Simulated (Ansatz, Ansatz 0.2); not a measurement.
# ²³Na quadrupolar coupling in cubic Na₂MoO₄: PBEsol and r²SCAN field gradients in the measured cell

## Starting point

The reference is a ²³Na quadrupolar coupling constant of 2.6 MHz for Na₂MoO₄ powder, obtained by magic-angle and variable-angle spinning NMR. It appears in "High resolution solid-state sodium-23, aluminum-27, and silicon-29 nuclear magnetic resonance spectroscopic reconnaissance of alka" (Kirkpatrick et al., American Mineralogist 70, 106 (1985)), which quotes it from earlier work. The temperature is not given with the value. We take it to belong to the anhydrous cubic phase at room temperature; because the salt readily forms a dihydrate, the state of the powder matters to that assignment. The cubic spinel has a single octahedral sodium site, whose threefold axis makes the asymmetry parameter vanish, so one number describes the coupling. NMR of this kind gives its size and not its sign.

| compared with | measured | method |
| --- | --- | --- |
| size of the quadrupolar coupling constant eQVzz/h of 23Na at site Na (MHz) | 2.6 | MAS and variable-angle spinning NMR |

Conditions are those given with the value in the passage it was taken from; "not stated" means there, and the paper may say more elsewhere.

## Choices

We want to know whether a periodic PAW calculation on the ordered spinel reproduces the size of the coupling within 10 %. Field gradients at sodium commonly differ by several per cent or more between PAW data sets, so a narrower target would test the data set as much as the physics; a wider one would let a poorly placed oxygen pass unnoticed.

The model is the 14-atom primitive cell with static atoms. We keep the cubic edge measured at 298 K, which already contains the thermal expansion of the lattice, and relax the atoms with PBEsol. Symmetry leaves only the oxygen parameter free, and the axial gradient at sodium depends on it directly. Taking the diffraction positions unrelaxed would save a step but carry any error in that parameter straight into the coupling; relaxing the cell as well would add the functional's error in volume. Vibrational averaging of the gradient is left out. The gradient is to be tested for basis and k mesh, and a second functional on the same geometry will give a scale for the electronic part of the error.

System: Na2MoO4, Fd-3m; Fd-3m (no. 227), 14 atoms in the primitive cell, conventional a, b, c = 9.109, 9.109, 9.109 A; measured cell of a crystallographic database, determined at 298 K; structure from the Crystallography Open Database.

## 1. PBEsol gradient at two plane-wave cutoffs

The relaxation supplies the oxygen position, and the gradient is then computed on that one geometry at 420 and 900 eV. We begin with the cutoff because the gradient depends on the fine shape of the density close to the nucleus; for a closed-shell insulator we expect the k mesh to matter less.

**Run 1.** Ansatz 0.2: relaxation with PBEsol: atoms relaxed, 3x3x3 k mesh, PAW set soft_2.

Key lines of the input:
```
# cell (primitive): 6.4410 6.4410 6.4410 A, 60.00 60.00 60.00 deg
# sites: Mo 0.7500 0.7500 0.7500; Na 0.1250 0.6250 0.1250; O 0.8623 0.8623 0.4131
kpoints:
  mp_grid: { grid: [3, 3, 3] }
scf:
  occupations: { method: fixed }
hamiltonian:
  xc: pbesol
relax:
  f_tol: 0.01
  max_steps: 90
output:
  forces: true
  write_density: true
  write_potential: true
  elf: true
  volumetric_format: npy
```

Command:
```
ansatz run input.yaml --threads 4 --pin off --max-ram 8192MiB --backend cpu --events-out ev --progress --plain --runs-dir out
```

Selected lines of the output:
```
relax step   1: F+E_penalty+E_count = -20193.86063254 eV  Δ(F+E_penalty+E_count) = +0.000e0 eV  max|allowed force component| = 9.709e-2 eV/Å  Δτ_max …
```

Converged; 2 s on 4 cores of AMD EPYC 9R14 (Zen 4), shared host.

**Run 2.** Ansatz 0.2: PAW field gradients, PBEsol, atoms relaxed with PBEsol in the measured cell, 4x4x4 k mesh, 420 eV, PAW set soft_2.

Key lines of the input:
```
# cell (primitive): 6.4410 6.4410 6.4410 A, 60.00 60.00 60.00 deg
# sites: Mo 0.7500 0.7500 0.7500; Na 0.1250 0.6250 0.1250; O 0.8625 0.8625 0.4125
kpoints:
  mp_grid: { grid: [4, 4, 4] }
scf:
  occupations: { method: fixed }
hamiltonian:
  xc: pbesol
output:
  efg: { quadrupole_moments_barn: { Mo: -0.022, Na: 0.104, O: -0.02558 } }
```

Selected lines of the output:
```
atom 3 Na V_zz = +0.979903 η = 0.0000 by run symmetry: allowed C_q = +2.4642 MHz
```

Converged; 1.1 s of wall time. Warnings: gradients_without_spin_orbit (in short: Electric field gradients are read without spin–orbit coupling, so gradients at and next to the affected atoms can shift by several per cent, up to a factor of two).

**Run 3.** Ansatz 0.2: PAW field gradients, PBEsol, atoms relaxed with PBEsol in the measured cell, 4x4x4 k mesh, 900 eV, PAW set soft_2.

Key lines of the input, as changed from run 2:
```diff
+ basis:
+   ecutwfc: 900
```

Selected lines of the output:
```
atom 3 Na V_zz = +0.979390 η = 0.0000 by run symmetry: allowed C_q = +2.4629 MHz
```

Converged; 2.5 s of wall time. Warnings: gradients_without_spin_orbit.

| quantity | run 1 | run 2 | run 3 | measured |
| --- | --- | --- | --- | --- |
| size of the quadrupolar coupling constant eQVzz/h of 23Na at site Na (MHz) | – | 2.464 | 2.463 | 2.6 |
| edge a of the conventional cell that the run used (Å) | 9.109 | 9.109 | 9.109 |  |

At 420 eV the coupling is 2.464 MHz, about 5 % below the measured 2.6 MHz and inside the 10 % target. Raising the cutoff to 900 eV changes it by only 0.001 MHz, so the plane-wave basis does not account for the difference at this level. The asymmetry is zero, as the threefold axis requires.

The relaxation moved oxygen only slightly, its last coordinate going from 0.4131 to 0.4125. How much of the coupling hangs on that small shift is still open.

The program warns that gradients read without spin–orbit coupling can be off at heavy atoms and their neighbours. Molybdenum is the heaviest atom here, and sodium is separated from it by oxygen. In a closed-shell d⁰ insulator we expect the effect at sodium to be small, though we have not tested it.

## 2. Mesh, oxygen position and a second functional

Three runs now each change one part of the calculation. A 6×6×6 mesh checks the Brillouin-zone sampling, where we expect little change. The PBEsol gradient at the unrelaxed diffraction positions shows what the small oxygen shift is worth. An r²SCAN gradient on the PBEsol geometry gives the scale of the functional's influence on the density alone; its cutoff is 500 eV, a difference that the PBEsol test gives us little reason to worry about.

**Run 4.** Ansatz 0.2: PAW field gradients, PBEsol, atoms relaxed with PBEsol in the measured cell, 6x6x6 k mesh, 420 eV, PAW set soft_2.

Key lines of the input, as changed from run 2:
```diff
  kpoints:
-   mp_grid: { grid: [4, 4, 4] }
+   mp_grid: { grid: [6, 6, 6] }
```

Selected lines of the output:
```
atom 3 Na V_zz = +0.979943 η = 0.0000 by run symmetry: allowed C_q = +2.4643 MHz
```

Converged; 1.6 s of wall time. Warnings: gradients_without_spin_orbit.

**Run 5.** Ansatz 0.2: PAW field gradients, PBEsol, measured structure, 4x4x4 k mesh, 420 eV, PAW set soft_2.

Key lines of the input, as changed from run 2:
```diff
- # sites: Mo 0.7500 0.7500 0.7500; Na 0.1250 0.6250 0.1250; O 0.8625 0.8625 0.4125
+ # sites: Mo 0.7500 0.7500 0.7500; Na 0.1250 0.6250 0.1250; O 0.8623 0.8623 0.4131
```

Selected lines of the output:
```
atom 3 Na V_zz = +0.986349 η = 0.0000 by run symmetry: allowed C_q = +2.4804 MHz
```

Converged; 1.1 s of wall time. Warnings: gradients_without_spin_orbit.

**Run 6.** Ansatz 0.2: PAW field gradients, r2SCAN, atoms relaxed with PBEsol in the measured cell, 4x4x4 k mesh, 500 eV, PAW set soft_2.

Key lines of the input, as changed from run 2:
```diff
  hamiltonian:
-   xc: pbesol
+   xc: r2scan
```

Selected lines of the output:
```
atom 3 Na V_zz = +1.012984 η = 0.0000 by run symmetry: allowed C_q = +2.5474 MHz
```

Converged; 2.1 s of wall time. Warnings: gradients_without_spin_orbit.

| quantity | run 4 | run 5 | run 6 | measured |
| --- | --- | --- | --- | --- |
| size of the quadrupolar coupling constant eQVzz/h of 23Na at site Na (MHz) | 2.464 | 2.48 | 2.547 | 2.6 |
| edge a of the conventional cell that the run used (Å) | 9.109 | 9.109 | 9.109 |  |

The 6×6×6 mesh leaves the PBEsol coupling at 2.464 MHz, so the sampling is settled for that functional.

The unrelaxed diffraction positions give 2.480 MHz, only 0.016 MHz more than the relaxed ones. We had relaxed the atoms to keep an error in the oxygen parameter out of the coupling. Here that step changed the result by less than 1 %, and the measured structure would have served as well. This compares two nearby oxygen positions and does not show that either is exact.

Changing the functional matters more. On the same PBEsol geometry r²SCAN gives 2.547 MHz, 0.083 MHz above PBEsol and about 2 % below the measured value. Both functionals meet the 10 % target. The r²SCAN result lies closer, but the two differ by only about 3 %, less than the several per cent by which sodium gradients can change with the PAW data set. Both runs use the same set, so their agreement does not test it, and we do not rank the functionals on this difference.

## Table of results

| run | settings | size of the quadrupolar coupling constant eQVzz/h of 23Na at site Na (MHz) | deviation | cost |
| --- | --- | --- | --- | --- |
| 1 | relaxation with PBEsol: atoms relaxed, 3x3x3 k mesh | – |  | under 1 core-min |
| 2 | PAW field gradients, PBEsol, atoms relaxed with PBEsol in the measured cell, 4x4x4 k mesh, 420 eV | 2.464 | −0.136 (−5.2 %) | under 1 core-min |
| 3 | PAW field gradients, PBEsol, atoms relaxed with PBEsol in the measured cell, 4x4x4 k mesh, 900 eV | 2.463 | −0.137 (−5.3 %) | under 1 core-min |
| 4 | PAW field gradients, PBEsol, atoms relaxed with PBEsol in the measured cell, 6x6x6 k mesh, 420 eV | 2.464 | −0.136 (−5.2 %) | under 1 core-min |
| 5 | PAW field gradients, PBEsol, measured structure, 4x4x4 k mesh, 420 eV | 2.48 | −0.12 (−4.6 %) | under 1 core-min |
| 6 | PAW field gradients, r2SCAN, atoms relaxed with PBEsol in the measured cell, 4x4x4 k mesh, 500 eV | 2.547 | −0.053 (−2.0 %) | under 1 core-min |
|  | measured | 2.6 |  |  |

The runs in order, against the measurement:

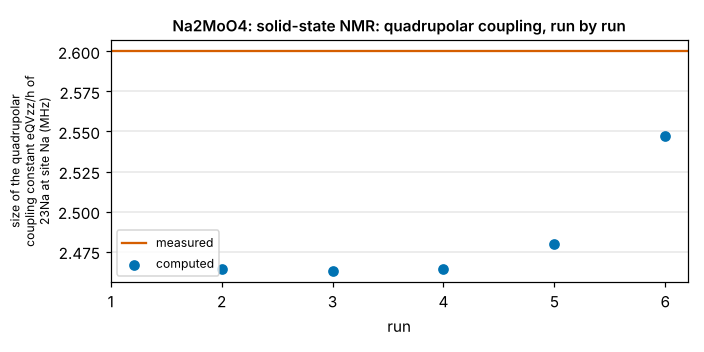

## Judgement

The calculation meets the 10 % target. PBEsol, with the atoms relaxed in the measured cell, gives a ²³Na coupling of 2.464 MHz against the measured 2.6 MHz, a deviation of −5.2 %. Each run took less than one core-minute.

For PBEsol the numerical settings are not the cause of the shortfall: neither the 900 eV cutoff nor the 6×6×6 mesh moved the coupling by more than about 0.001 MHz. Relaxing the oxygen position lowered it by only 0.016 MHz, so the diffraction structure could have been used directly. The change to r²SCAN on the same geometry had the largest effect, raising the coupling by 0.083 MHz and leaving it 2.0 % low. The choice of functional can therefore account for part of the gap. The r²SCAN value rests on one cutoff and one mesh, and its own convergence was not examined here.

The main open question is the PAW data. Sodium gradients can differ between data sets by several per cent and sometimes by tens of per cent, in either direction. All our runs share one set, so a cancellation between its error and that of the functional cannot be excluded. The quadrupole moment contributes an uncertainty of about one per cent or less. Vibrational averaging of the gradient was left out, and neither its size nor its sign at this site was examined here. Spin–orbit coupling was also left out, and its effect at sodium, which we expect to be small, was not tested.

The comparison further assumes that the powder was the anhydrous cubic phase, which we could not check. The zero asymmetry follows from the site symmetry and is no separate success of the functional.

[Logs are printed without paths, hosts, clocks, repeated set-up lines and the standing remarks that a program may print on its own settings, such as how far it seeks lower states.]

[The runs shown are a pick from a larger set of finished runs; failed, doubtful and other runs were left out of it ahead of writing. So were measured values far from every level or from commonly accepted values, and agreement can look better than it is. Lines of input and output are excerpts and may be shortened.]
